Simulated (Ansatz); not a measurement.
## Electron scattering at the Σ5 (210) boundary in fcc Cu with Si (substitutional)

How much does the Σ5 (210) boundary in fcc Cu with Si (substitutional) reflect electrons?

Program: Ansatz 0.2.0. Level of theory: Ansatz plane-wave DFT, PBE, PAW files; relaxation of a bicrystal slab with its lowest layers held; PAW set soft_1, in the first sound run; inputs show where later runs differ. Results are calculated unless marked as measured.

## 1. Starting point

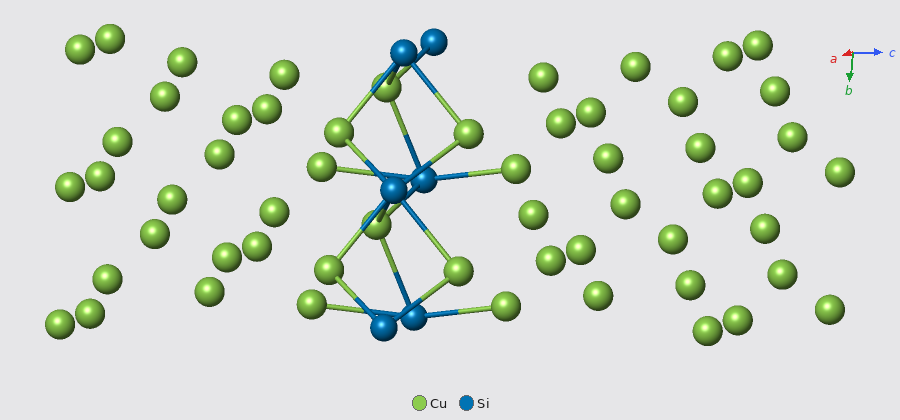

Start, viewed from the side, with the c axis across the page; copper green, silicon blue. 1×2×1 cells are drawn. Some periodic images of atoms are drawn too.

The cell holds 23 atoms: 22 Cu and 1 Si. Cell: a = 4.427 Å, b = 3.615 Å, c = 29.592 Å, α = 90.0°, β = 90.0°, γ = 65.9°. It derives from Cu. built on the (2 1 0) plane; 2 overlapping atoms removed and the grains opened by 0 Å. Vacuum lies along c.

## 2. Relaxing the bicrystal

The boundary is built by mirroring the lower grain in the boundary plane and removing any atoms that overlap; then the Si is put in at the boundary. A thin bicrystal slab is relaxed first, with the lowest layers held and the upper grain free to shift and open.

Input file input.yaml:

```yaml
crystal:
  lattice:
    - [4.4274037203, 0.0, 0.0]
    - [1.4758012401, 3.2999918941, 0.0]
    - [0.0, 0.0, 29.5915814808]
  atoms:
    - { symbol: Cu, position: [1.0e-10, 0.9999999999, 0.1689669747] }
    - { symbol: Cu, position: [0.6000000001, 0.6999999999, 0.1962831771] }
    - { symbol: Cu, position: [0.2000000001, 0.3999999999, 0.2235993796] }
    - { symbol: Cu, position: [0.8000000001, 0.0999999999, 0.250915582] }
    - { symbol: Cu, position: [0.4000000001, 0.7999999999, 0.2782317844] }
    - { symbol: Cu, position: [1.0e-10, 0.5, 0.3055479868] }
    - { symbol: Cu, position: [0.6000000001, 0.2, 0.3328641892] }
    - { symbol: Cu, position: [0.2, 0.9, 0.3601803916] }
    - { symbol: Cu, position: [0.8, 0.6, 0.3874965941] }
    - { symbol: Cu, position: [0.4, 0.3, 0.4148127965] }
    - { symbol: Si, position: [0.0, 0.0, 0.4421289989] }
    - { symbol: Cu, position: [0.8, 0.6, 0.4967614037] }
    - { symbol: Cu, position: [0.2, 0.9, 0.5240776062] }
    - { symbol: Cu, position: [0.6000000001, 0.2, 0.5513938086] }
    - { symbol: Cu, position: [1.0e-10, 0.5, 0.578710011] }
    - { symbol: Cu, position: [0.4000000001, 0.7999999999, 0.6060262134] }
    - { symbol: Cu, position: [0.8000000001, 0.0999999999, 0.6333424158] }
    - { symbol: Cu, position: [0.2000000001, 0.3999999999, 0.6606586182] }
    - { symbol: Cu, position: [0.6000000001, 0.6999999999, 0.6879748207] }
    - { symbol: Cu, position: [1.0e-10, 0.9999999999, 0.7152910231] }
    - { symbol: Cu, position: [0.4000000002, 0.2999999999, 0.7426072255] }
    - { symbol: Cu, position: [0.8000000002, 0.5999999999, 0.7699234279] }
    - { symbol: Cu, position: [0.2000000002, 0.8999999999, 0.7972396303] }
kpoints:
  mp_grid: { grid: [7, 7, 1] }
hamiltonian:
  xc: pbe
  pseudopotentials: { kind: paw, azcp: { folder: soft_1 } }
scf:
  occupations: { method: fermi_dirac, width: 0.1 }
relax:
  f_tol: 0.03
  max_steps: 80
  constraints: [{ sites: [0, 1, 2, 3] }]
```

Started as:

```
$ ansatz run input.yaml --threads 4 --pin off --max-ram 15360MiB --backend cpu --events-out ev --progress --plain --runs-dir out
```

Numbers of over 12 decimals in the logs are rounded to 6 here.

Log:

```text
Engine: ansatz 0.2.0, aarch64-unknown-linux-gnu
Pseudopotentials: kind: paw
Pseudopotential: Cu, paw, valence charge 19, recommended cutoff 420 eV (normal), soft_1/Cu.paw.azcp
Pseudopotential: Si, paw, valence charge 4, recommended cutoff 420 eV (normal), soft_1/Si.paw.azcp
Functional definition: PBE
  parameter kappa = 0.804
  parameter beta = 0.066725
  exchange = pbe_x(kappa = kappa, mu = beta*pi^2/3)
  correlation = pbe_c(beta = beta)
Crystal: 23 atoms, lattice volume = 432.345 Å³
Basis set: ecut = 420 eV, 8449 PW (Γ), exchange–correlation on 60×50×400 points (8 copies of the dense FFT grid, shifted against one another)
Bands: 254, of which v1, the nominal top of the filled ones, is band 211 counted from 1 (210 counted from 0)
Symmetry: 2 space group operations
Space group: Cm (ITA 8), of the structure as read, at distance tolerance 7.6e-5 Å
k-points: 16 of 49 (time reversal used)
Non-local potential: Cu, projectors of the file, l = 0: 3, l = 1: 2, l = 2: 3, l = 3: 1
Non-local potential: Si, projectors of the file, l = 0: 2, l = 1: 2, l = 2: 1
PAW form: soft (Blöchl's): semilocal exchange-correlation on the pseudo side does not see the compensation charge
PAW one-centre angular grid: Cu, 590 points (default); XC on 64 Gauss nodes
PAW one-centre angular grid: Si, 110 points (default); XC on 64 Gauss nodes
Initial density: superposition of atomic densities (neutral atoms: chi_scale 0, normalization atom)
Initial wavefunctions: pseudopotential atomic-orbital guess
Functional: x = pbe(κ = 0.804, μ = 0.219515), c = pbe(β = 0.066725)
SCF iter   1: F=—  HF=-146405.903892 eV  |F-HF|=—  |Δ(HF+E_count)|=         —  Δρ=2.07e-1  dr2=1.16e2  ethr=3.10e-3  ⟨swp⟩=6.0  Hψ=15701  notcnv=0  defer=162
preconditioner: auto → LDOS  [metal: Δε(μ)=0.004 eV  Ē_g=7.892 eV  σ=0.100 eV  W_gap=0.01  n_scr=142 (ndim 8)  ℏωp=28.0 eV  f_vac=0.321  D(μ)=11.37/eV (n_scr^D=94)  β→1.0]
SCF iter   2: F=—  HF=-146525.644945 eV  |F-HF|=—  |Δ(HF+E_count)|=    1.20e2  Δρ=4.12e-1  dr2=4.24e2  ethr=3.10e-3  ⟨swp⟩=4.0  Hψ=12787  notcnv=0  defer=410  recentre
SCF iter   3: F=—  HF=-146387.757813 eV  |F-HF|=—  |Δ(HF+E_count)|=    1.38e2  Δρ=5.71e-2  dr2=1.08e1  ethr=3.10e-3  ⟨swp⟩=4.0  Hψ=10610  notcnv=0  defer=450
SCF iter   4: F=—  HF=-146386.552253 eV  |F-HF|=—  |Δ(HF+E_count)|=    1.21e0  Δρ=2.93e-2  dr2=2.15e0  ethr=2.55e-3  ⟨swp⟩=2.1  Hψ=6695  notcnv=0  defer=440
SCF iter   5: F=—  HF=-146386.156956 eV  |F-HF|=—  |Δ(HF+E_count)|=   3.95e-1  Δρ=5.93e-3  dr2=1.87e-1  ethr=5.09e-4  ⟨swp⟩=2.0  Hψ=8178  notcnv=0  defer=448
SCF iter   6: F=—  HF=-146386.164661 eV  |F-HF|=—  |Δ(HF+E_count)|=   7.71e-3  Δρ=2.85e-3  dr2=2.84e-2  ethr=4.43e-5  ⟨swp⟩=2.1  Hψ=5319  notcnv=0  defer=448
SCF iter   7: F=—  HF=-146386.165626 eV  |F-HF|=—  |Δ(HF+E_count)|=   9.65e-4  Δρ=8.33e-4  dr2=2.90e-3  ethr=6.73e-6  ⟨swp⟩=2.0  Hψ=5476  notcnv=0  defer=448
SCF iter   8: F=—  HF=-146386.166739 eV  |F-HF|=—  |Δ(HF+E_count)|=   1.11e-3  Δρ=4.92e-4  dr2=9.92e-4  ethr=6.88e-7  ⟨swp⟩=2.0  Hψ=5852  notcnv=0  defer=448
SCF iter   9: F=—  HF=-146386.166777 eV  |F-HF|=—  |Δ(HF+E_count)|=   3.83e-5  Δρ=2.26e-4  dr2=3.33e-4  ethr=2.35e-7  ⟨swp⟩=2.0  Hψ=4896  notcnv=0  defer=448
SCF iter  10: F=—  HF=-146386.166781 eV  |F-HF|=—  |Δ(HF+E_count)|=   4.22e-6  Δρ=8.62e-5  dr2=3.51e-5  ethr=7.89e-8  ⟨swp⟩=2.0  Hψ=5421  notcnv=0  defer=448
SCF iter  11: F=-146386.166780 eV  HF=-146386.166784 eV  |F-HF|=4.16e-6  |Δ(HF+E_count)|=   2.67e-6  Δρ=4.90e-5  dr2=8.68e-6  ethr=5.33e-9  ⟨swp⟩=4.0  Hψ=12727  notcnv=0
SCF 1 converged in 11 iterations: F = -146386.166780 eV  dr2 = 8.68e-6
  greatest PAW one-centre occupation: 1.000 electrons in one spin orbital (limit 2), on the Cu atom at site 0 (counted from 0), in its partial waves of l = 0
relax step   1: F+E_penalty+E_count = -146386.16677983 eV  Δ(F+E_penalty+E_count) = +0.000e0 eV  max|allowed force component| = 7.009e-1 eV/Å  Δτ_max = 0.0000 Å  (11 SCF iters, dr2 threshold 2.25e-5 eV, accepted)
Initial density: handed on by an earlier stage of this run
Initial wavefunctions: those handed on with the density
iter 1 solved again at ethr=6.83e-4 eV; its pass at ethr=3.10e-3 eV (dr2=2.88e0 eV) is discarded
SCF iter   1: F=—  HF=-146387.012734 eV  |F-HF|=—  |Δ(HF+E_count)|=         —  Δρ=2.73e-2  dr2=2.85e0  ethr=6.83e-4  ⟨swp⟩=1.1  Hψ=17020  notcnv=0  defer=342
preconditioner: auto → LDOS  [metal: Δε(μ)=0.058 eV  Ē_g=8.689 eV  σ=0.100 eV  W_gap=0.14  n_scr=142 (ndim 8)  ℏωp=28.0 eV  f_vac=0.324  D(μ)=8.00/eV (n_scr^D=34)  β→1.0]
SCF iter   2: F=—  HF=-146387.338055 eV  |F-HF|=—  |Δ(HF+E_count)|=   3.25e-1  Δρ=3.90e-2  dr2=4.07e0  ethr=6.75e-4  ⟨swp⟩=3.3  Hψ=6993  notcnv=0  defer=342
SCF iter   3: F=—  HF=-146386.487462 eV  |F-HF|=—  |Δ(HF+E_count)|=   8.51e-1  Δρ=6.96e-3  dr2=7.06e-1  ethr=6.75e-4  ⟨swp⟩=2.1  Hψ=7037  notcnv=0  defer=454
SCF iter   4: F=—  HF=-146386.464409 eV  |F-HF|=—  |Δ(HF+E_count)|=   2.31e-2  Δρ=2.69e-3  dr2=6.79e-2  ethr=1.67e-4  ⟨swp⟩=2.0  Hψ=4437  notcnv=0  defer=454
SCF iter   5: F=—  HF=-146386.467309 eV  |F-HF|=—  |Δ(HF+E_count)|=   2.90e-3  Δρ=3.54e-3  dr2=3.20e-2  ethr=1.61e-5  ⟨swp⟩=2.3  Hψ=6672  notcnv=0  defer=454
SCF iter   6: F=—  HF=-146386.461969 eV  |F-HF|=—  |Δ(HF+E_count)|=   5.34e-3  Δρ=4.36e-4  dr2=2.15e-3  ethr=7.58e-6  ⟨swp⟩=2.0  Hψ=6666  notcnv=0  defer=454
SCF iter   7: F=—  HF=-146386.461846 eV  |F-HF|=—  |Δ(HF+E_count)|=   1.23e-4  Δρ=2.89e-4  dr2=1.16e-3  ethr=5.10e-7  ⟨swp⟩=2.0  Hψ=5906  notcnv=0  defer=454
SCF iter   8: F=—  HF=-146386.461936 eV  |F-HF|=—  |Δ(HF+E_count)|=   9.05e-5  Δρ=1.15e-4  dr2=1.71e-4  ethr=2.74e-7  ⟨swp⟩=1.2  Hψ=3643  notcnv=0  defer=454
SCF iter   9: F=-146386.461925 eV  HF=-146386.461939 eV  |F-HF|=1.41e-5  |Δ(HF+E_count)|=   2.91e-6  Δρ=7.04e-5  dr2=2.24e-5  ethr=7.28e-9  ⟨swp⟩=2.9  Hψ=14651  notcnv=0
SCF 2 converged in 9 iterations: F = -146386.461925 eV  dr2 = 2.24e-5
relax step   2: F+E_penalty+E_count = -146386.46192514 eV  Δ(F+E_penalty+E_count) = -2.951e-1 eV  max|allowed force component| = 5.885e-1 eV/Å  Δτ_max = 0.1938 Å  (9 SCF iters, dr2 threshold 3.07e-5 eV, accepted)
iter 1 solved again at ethr=2.51e-4 eV; its pass at ethr=3.10e-3 eV (dr2=1.06e0 eV) is discarded
SCF iter   1: F=—  HF=-146386.984609 eV  |F-HF|=—  |Δ(HF+E_count)|=         —  Δρ=2.07e-2  dr2=1.05e0  ethr=2.51e-4  ⟨swp⟩=1.9  Hψ=14189  notcnv=0  defer=438
preconditioner: auto → LDOS  [metal: Δε(μ)=0.025 eV  Ē_g=8.735 eV  σ=0.100 eV  W_gap=0.06  n_scr=142 (ndim 8)  ℏωp=28.0 eV  f_vac=0.327  D(μ)=7.90/eV (n_scr^D=34)  β→1.0]
SCF iter   2: F=—  HF=-146387.001295 eV  |F-HF|=—  |Δ(HF+E_count)|=   1.67e-2  Δρ=2.47e-2  dr2=1.52e0  ethr=2.50e-4  ⟨swp⟩=2.1  Hψ=7256  notcnv=0  defer=438
SCF iter   3: F=—  HF=-146386.772021 eV  |F-HF|=—  |Δ(HF+E_count)|=   2.29e-1  Δρ=1.33e-2  dr2=4.77e-1  ethr=2.50e-4  ⟨swp⟩=2.0  Hψ=8293  notcnv=0  defer=443
SCF iter   4: F=—  HF=-146386.683689 eV  |F-HF|=—  |Δ(HF+E_count)|=   8.83e-2  Δρ=3.21e-3  dr2=2.91e-2  ethr=1.13e-4  ⟨swp⟩=2.0  Hψ=5438  notcnv=0  defer=443
SCF iter   5: F=—  HF=-146386.678150 eV  |F-HF|=—  |Δ(HF+E_count)|=   5.54e-3  Δρ=1.68e-3  dr2=8.09e-3  ethr=6.90e-6  ⟨swp⟩=2.4  Hψ=7024  notcnv=0  defer=443
SCF iter   6: F=—  HF=-146386.676751 eV  |F-HF|=—  |Δ(HF+E_count)|=   1.40e-3  Δρ=2.32e-4  dr2=6.89e-4  ethr=1.92e-6  ⟨swp⟩=2.0  Hψ=5531  notcnv=0  defer=443
SCF iter   7: F=—  HF=-146386.676831 eV  |F-HF|=—  |Δ(HF+E_count)|=   8.04e-5  Δρ=3.82e-4  dr2=8.25e-4  ethr=1.63e-7  ⟨swp⟩=2.5  Hψ=6770  notcnv=0  defer=443
SCF iter   8: F=—  HF=-146386.676810 eV  |F-HF|=—  |Δ(HF+E_count)|=   2.14e-5  Δρ=2.21e-4  dr2=2.49e-4  ethr=1.63e-7  ⟨swp⟩=2.1  Hψ=4829  notcnv=0  defer=443
SCF iter   9: F=-146386.676774 eV  HF=-146386.676787 eV  |F-HF|=1.29e-5  |Δ(HF+E_count)|=   2.28e-5  Δρ=4.54e-5  dr2=1.71e-5  ethr=5.13e-9  ⟨swp⟩=3.0  Hψ=14916  notcnv=0
SCF 3 converged in 9 iterations: F = -146386.676774 eV  dr2 = 1.71e-5
relax step   3: F+E_penalty+E_count = -146386.67677415 eV  Δ(F+E_penalty+E_count) = -2.148e-1 eV  max|allowed force component| = 3.537e-1 eV/Å  Δτ_max = 0.1942 Å  (9 SCF iters, dr2 threshold 2.16e-5 eV, accepted)
[...]
relax step   4: F+E_penalty+E_count = -146386.75634036 eV  Δ(F+E_penalty+E_count) = -7.957e-2 eV  max|allowed force component| = 1.039e-1 eV/Å  Δτ_max = 0.2000 Å  (9 SCF iters, dr2 threshold 4.52e-5 eV, accepted)
[...]
relax step   5: F+E_penalty+E_count = -146386.77406562 eV  Δ(F+E_penalty+E_count) = -1.773e-2 eV  max|allowed force component| = 2.776e-2 eV/Å  Δτ_max = 0.1412 Å  (10 SCF iters, dr2 threshold 9.32e-7 eV, accepted)
[...]
relax step   6: F+E_penalty+E_count = -146386.77406603 eV  Δ(F+E_penalty+E_count) = -4.115e-7 eV  max|allowed force component| = 2.765e-2 eV/Å  Δτ_max = 0.0000 Å  (4 SCF iters, accepted)
[...]
relax step   7: F+E_penalty+E_count = -146386.77595286 eV  Δ(F+E_penalty+E_count) = -1.887e-3 eV  max|allowed force component| = 2.499e-2 eV/Å  Δτ_max = 0.0735 Å  (11 SCF iters, accepted)
SCF iter   1: F=—  HF=-146386.779803 eV  |F-HF|=—  |Δ(HF+E_count)|=         —  Δρ=1.87e-3  dr2=6.71e-3  ethr=2.71e-5  ⟨swp⟩=3.0  Hψ=8602  notcnv=0  defer=451
preconditioner: auto → LDOS  [metal: Δε(μ)=0.033 eV  Ē_g=8.847 eV  σ=0.100 eV  W_gap=0.08  n_scr=142 (ndim 8)  ℏωp=28.0 eV  f_vac=0.335  D(μ)=7.75/eV (n_scr^D=34)  β→1.0]
SCF iter   2: F=—  HF=-146386.777532 eV  |F-HF|=—  |Δ(HF+E_count)|=   2.27e-3  Δρ=6.44e-4  dr2=1.84e-3  ethr=1.59e-6  ⟨swp⟩=2.5  Hψ=7955  notcnv=0  defer=451
SCF iter   3: F=—  HF=-146386.777078 eV  |F-HF|=—  |Δ(HF+E_count)|=   4.54e-4  Δρ=4.53e-4  dr2=5.80e-4  ethr=4.35e-7  ⟨swp⟩=2.9  Hψ=7773  notcnv=0  defer=451
SCF iter   4: F=—  HF=-146386.776986 eV  |F-HF|=—  |Δ(HF+E_count)|=   9.14e-5  Δρ=1.91e-4  dr2=9.17e-5  ethr=1.37e-7  ⟨swp⟩=2.5  Hψ=7146  notcnv=0  defer=451
SCF iter   5: F=—  HF=-146386.776670 eV  |F-HF|=—  |Δ(HF+E_count)|=   3.16e-4  Δρ=5.08e-5  dr2=7.27e-6  ethr=2.17e-8  ⟨swp⟩=2.4  Hψ=5811  notcnv=0  defer=451
SCF iter   6: F=—  HF=-146386.776670 eV  |F-HF|=—  |Δ(HF+E_count)|=   1.68e-8  Δρ=2.05e-5  dr2=1.19e-6  ethr=1.72e-9  ⟨swp⟩=2.4  Hψ=7069  notcnv=0  defer=451
SCF iter   7: F=—  HF=-146386.776670 eV  |F-HF|=—  |Δ(HF+E_count)|=   1.97e-7  Δρ=1.01e-5  dr2=3.47e-7  ethr=2.81e-10  ⟨swp⟩=2.1  Hψ=6650  notcnv=0  defer=451
SCF iter   8: F=—  HF=-146386.776670 eV  |F-HF|=—  |Δ(HF+E_count)|=   4.51e-9  Δρ=4.76e-6  dr2=1.02e-7  ethr=8.23e-11  ⟨swp⟩=2.6  Hψ=5549  notcnv=0  defer=451
SCF iter   9: F=-146386.776670 eV  HF=-146386.776670 eV  |F-HF|=3.13e-8  |Δ(HF+E_count)|=   1.10e-8  Δρ=1.80e-6  dr2=2.75e-8  ethr=2.37e-11  ⟨swp⟩=3.9  Hψ=11799  notcnv=0
SCF 8 converged in 9 iterations: F = -146386.776670 eV  dr2 = 2.75e-8
relax step   8: F+E_penalty+E_count = -146386.77667033 eV  Δ(F+E_penalty+E_count) = -7.175e-4 eV  max|allowed force component| = 1.907e-2 eV/Å  Δτ_max = 0.0344 Å  (9 SCF iters, accepted)
SCF converged after 9 iterations
Free energy (F): -146386.776670 eV
Harris-Foulkes:  -146386.776670 eV  (|F-HF|=3.13e-8)
Internal energy: -146386.524207 eV  (E = F + TS)
E sigma→0 (E₀):  -146386.650439 eV
Entropy (-TS):   -0.252463 eV (-10.977 meV/atom)
Fermi energy:    8.631806 eV
--- Per-component energies (eV) ---
  E_band       = -11278.937384
  E_kinetic    = 5791.993566
  E_local      = -752863.717490  (includes V_loc(G=0)·N_el)
  E_nonlocal   = 19620.909913
  E_hartree    = 367254.968725
  E_xc         = -1566.554624
  E_vxc        = -1997.009847  (∫ρ·V_xc dr)
  E_paw        = -40457.020748  (= ΣΔE_a)
  E_vpaw       = -16341.124593  (= ΣTr[D̂ρ^β])
  E_aug_tail   = 0.021702  (compensation charges beyond the density's cutoff)
  E_ewald      = 255832.874748
  E_smearing   = -0.252463  (= −TS)
  E_closure    = -0.000000  (closes the sum)
  Σ components = -146386.776670   (vs F -146386.776670, Δ=0.00e0)
--- Forces (eV/Å), atoms counted from 1 ---
  atom   1  Cu    -0.02486959     0.01112202     0.52575675
  atom   2  Cu     0.02017507    -0.00902256    -0.07296463
  atom   3  Cu     0.01713995    -0.00766522    -0.34765975
  atom   4  Cu    -0.02362482     0.01056534    -0.12050787
  atom   5  Cu     0.00147025    -0.00065751    -0.00511548
  atom   6  Cu    -0.00642207     0.00287204     0.01011587
  atom   7  Cu     0.01343998    -0.00601054     0.00579992
  atom   8  Cu    -0.01907082     0.00852873     0.00591342
  atom   9  Cu     0.01078005    -0.00482098    -0.00762303
  atom  10  Cu    -0.01199399     0.00536388    -0.00055888
  atom  11  Si     0.01077609    -0.00481922     0.00295669
  atom  12  Cu     0.00279117    -0.00124825     0.01895592
  atom  13  Cu    -0.00237622     0.00106268     0.00247697
  atom  14  Cu     0.00536526    -0.00239942    -0.00755588
  atom  15  Cu    -0.00065029     0.00029082    -0.01477475
  atom  16  Cu    -0.00269831     0.00120672    -0.01175878
  atom  17  Cu     0.00140192    -0.00062696    -0.00248453
  atom  18  Cu     0.00034080    -0.00015241    -0.00045336
  atom  19  Cu     0.00167010    -0.00074689     0.00284509
  atom  20  Cu     0.00303034    -0.00135521     0.00645239
  atom  21  Cu    -0.00125583     0.00056162     0.00675145
  atom  22  Cu     0.00270212    -0.00120842     0.00341027
  atom  23  Cu     0.00192040    -0.00085883     0.00000902
  max |Σ_I F_I| component: 4.15e-5 eV/Å
--- Relaxed structure (8 steps of the walk, 8 accepted, 0 SCFs on fresh bases) ---
  F+E_penalty+E_count = -146386.77667033 eV   max|allowed force component| = 1.907e-2 eV/Å
  atoms:
    - { symbol: Cu, position: [9.999989725173464e-11, 1.000000, 0.1689669747] }
    - { symbol: Cu, position: [0.6000000001, 0.700000, 0.1962831771] }
    - { symbol: Cu, position: [0.2000000001, 0.400000, 0.223599] }
    - { symbol: Cu, position: [0.800000, 0.100000, 0.250916] }
    - { symbol: Cu, position: [0.401913, 0.799043, 0.279311] }
    - { symbol: Cu, position: [0.000914742, 0.499543, 0.306238] }
    - { symbol: Cu, position: [0.604269, 0.197865, 0.334387] }
    - { symbol: Cu, position: [0.211189, 0.894406, 0.360954] }
    - { symbol: Cu, position: [0.796758, 0.601621, 0.389766] }
    - { symbol: Cu, position: [0.404494, 0.297753, 0.435997] }
    - { symbol: Si, position: [0.000390161, -0.00019508, 0.434499] }
    - { symbol: Cu, position: [0.802437, 0.598781, 0.479490] }
    - { symbol: Cu, position: [0.215963, 0.892019, 0.508016] }
    - { symbol: Cu, position: [0.607553, 0.196224, 0.534644] }
    - { symbol: Cu, position: [0.00581071, 0.497095, 0.562904] }
    - { symbol: Cu, position: [0.407276, 0.796362, 0.590024] }
    - { symbol: Cu, position: [0.805280, 0.097360, 0.617997] }
    - { symbol: Cu, position: [0.204951, 0.397525, 0.645272] }
    - { symbol: Cu, position: [0.600828, 0.699586, 0.672588] }
    - { symbol: Cu, position: [-0.000690912, 1.000345, 0.699922] }
    - { symbol: Cu, position: [0.405634, 0.297183, 0.729271] }
    - { symbol: Cu, position: [0.801317, 0.599342, 0.755107] }
    - { symbol: Cu, position: [0.197183, 0.901409, 0.778599] }
```

Run time: 11 min. Hardware: 4 threads of Arm Neoverse V1, shared host; peak memory 3 GiB.

(Continued in part 2 of 2.)

[Logs are printed without paths, hosts, clocks, repeated set-up lines and the standing remarks that a program may print on its own settings, such as how far it seeks lower states.]

[Hosts, paths, dates, database ids (printed as entryN), source tags and the programs' standing remarks are cut or masked in the printed files.]
